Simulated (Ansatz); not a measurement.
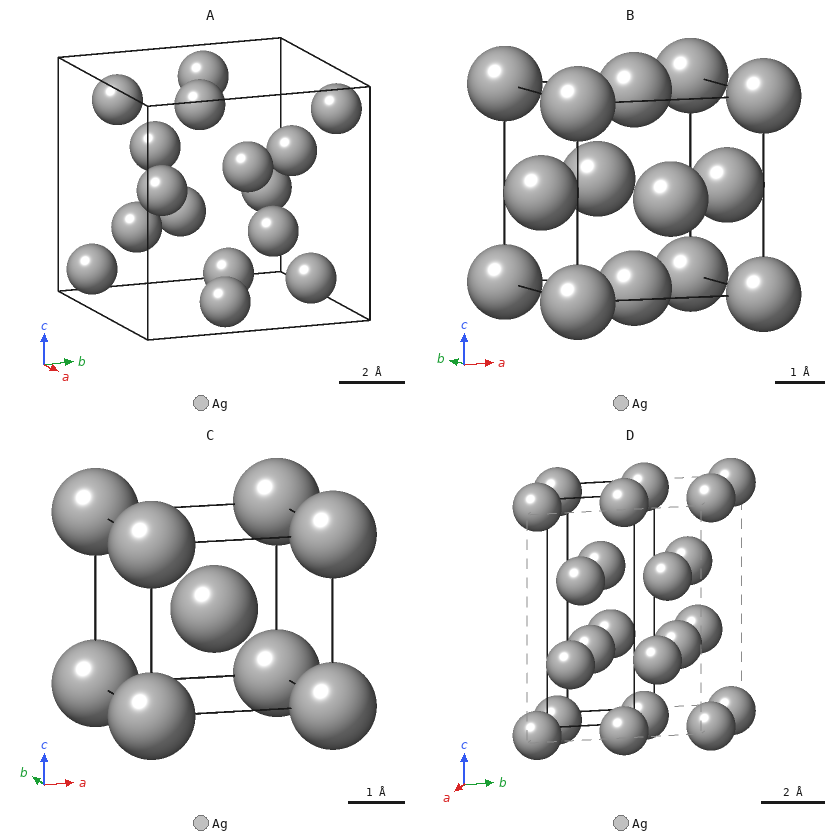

Four structures of Ag, each relaxed to rest (conventional cells in solid outline, small ones repeated, each panel with its own scale). Method: DFT PBE, scalar-relativistic, plane waves, PAW in Ansatz 0.2.0, without spin polarisation.

What are the structures shown?

A: 16 atoms a cell on a body-centred cubic lattice, Ia-3; B: face-centred cubic (Cu type), Fm-3m; C: 2 atoms a cell on a body-centred tetragonal lattice, I4/mmm; D: 3 atoms a cell on a primitive hexagonal lattice, P6_422.

Which of these is lowest in energy, and how far above it do the others lie?

B, then C (+31 meV/atom), D (+45 meV/atom) and A (+678 meV/atom), energies at zero smearing.

Collect the results in a table.

| panel | structure | E − E(lowest) (meV/atom) | volume (Å³/atom) | gap (eV) |
| --- | --- | --- | --- | --- |
| B | Fm-3m | 0 | 17.8 | metal |
| C | I4/mmm | 31 | 18.0 | metal |
| D | P6_422 | 45 | 18.1 | metal |
| A | Ia-3 | 678 | 25.1 | metal |

Some of these may be structure types tried for this composition rather than known phases, and the most stable form need not be among them. Gaps are taken on the k-mesh or band path of each run.
